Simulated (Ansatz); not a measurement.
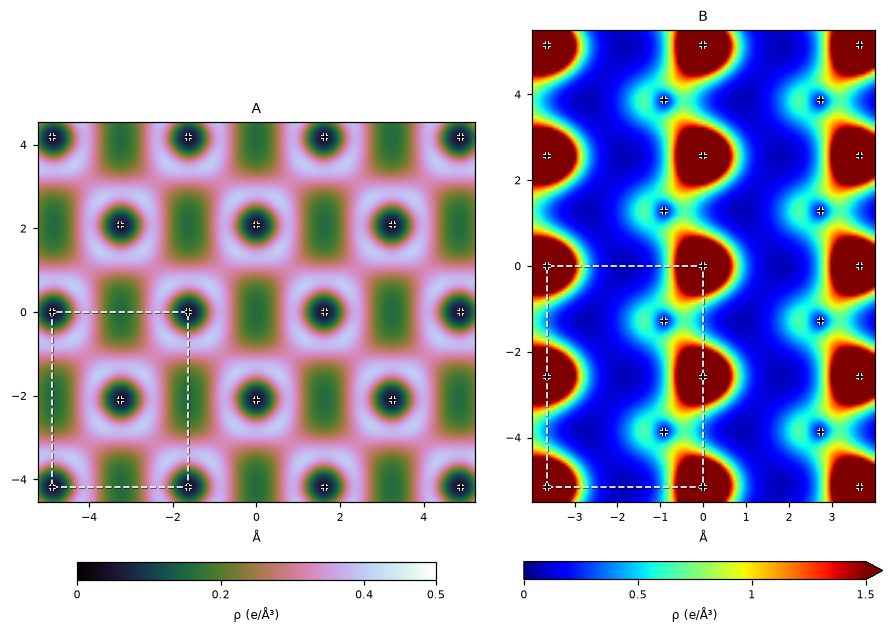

The valence pseudo-density of 2 systems, each on a plane through atoms (crosses mark nuclei in the plane).

All numbers below come from Kohn-Sham DFT of a periodic cell, RPBE, Ansatz PAW (Ansatz).

System 1: BN, the (110) plane of the conventional cell. Space group F-43m; a structure from a database of computed crystals, not necessarily the ambient phase.

```cif
data_structure
_symmetry_space_group_name_H-M 'P 1'
_symmetry_Int_Tables_number 1
_cell_length_a 3.6438
_cell_length_b 3.6438
_cell_length_c 3.6438
_cell_angle_alpha 90.000
_cell_angle_beta 90.000
_cell_angle_gamma 90.000
_cell_volume 48.38
loop_
_atom_site_label
_atom_site_type_symbol
_atom_site_fract_x
_atom_site_fract_y
_atom_site_fract_z
_atom_site_occupancy
N1 N 0.25000 0.75000 0.25000 1
N2 N 0.75000 0.75000 0.75000 1
N3 N 0.75000 0.25000 0.25000 1
N4 N 0.25000 0.25000 0.75000 1
B1 B 0.50000 0.50000 0.00000 1
B2 B 0.00000 0.50000 0.50000 1
B3 B 0.00000 0.00000 0.00000 1
B4 B 0.50000 0.00000 0.50000 1
```

System 2: Si, the (101) plane of the conventional cell. Space group I4/mmm; a structure from a database of computed crystals, not necessarily the ambient phase; computed pressure about 5 GPa in this cell.

```xyz
2
Lattice="3.2538 0.0000 0.0000 0.0000 3.2538 0.0000 0.0000 0.0000 2.6407" Properties=species:S:1:pos:R:3 pbc="T T T"
Si    0.0000    0.0000    0.0000
Si    1.6269    1.6269    1.3203
```

Q: Match each panel to its system.

A: Panel A is system 2, Si: the plane holds Si. Si–Si (2.65 Å): ρ at the midpoint is about 0.32 e/Å³. Panel B is system 1, BN: the plane holds N and B. B–N (1.58 Å): the density is about 1.4 e/Å³ at the midpoint.
